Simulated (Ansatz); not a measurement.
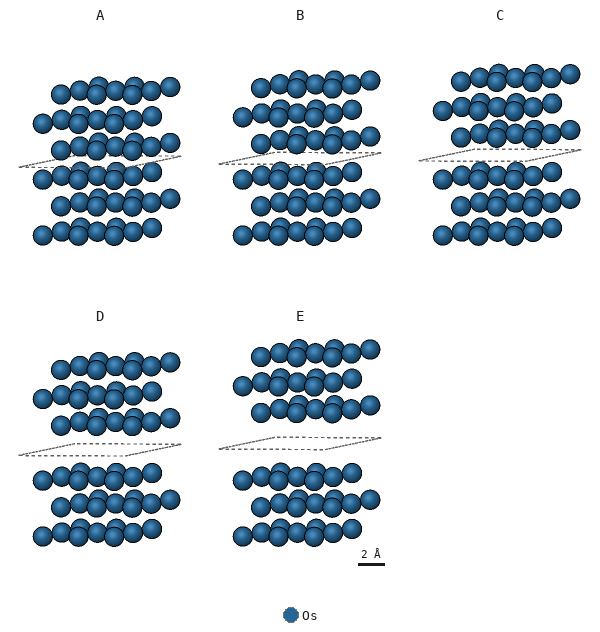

A scan of a crystal of Os (P6_3/mmc) along one coordinate. The picture is a spheres-only view of the layers on both sides of the dashed plane, seen from the side, nearly along that plane.

Level of theory: DFT PBE, scalar-relativistic, plane waves, PAW in Ansatz. (plane-wave cutoff 420 eV; k-point mesh 24 × 24 × 5; occupations gaussian; smearing width 0.15 eV; no spin polarisation). Energies (free energies at the smearing named) are counted from the relaxed crystal.

> What is being scanned?

The crystal is pulled apart rigidly along the normal of the (0 0 1) plane of the conventional cell, at a cut between a plane of Os below and one of Os above, 2.18 Å apart. In the frames the opening is 0.00 Å (A), 0.50 Å (B), 1.00 Å (C), 2.00 Å (D), 3.00 Å (E). One cut stands in each cell, which starts 13.1 Å high; nothing is relaxed, and the dashed outline marks the cut. Their energies are 0.00 J/m², 1.65 J/m², 3.70 J/m², 5.71 J/m², 6.09 J/m².
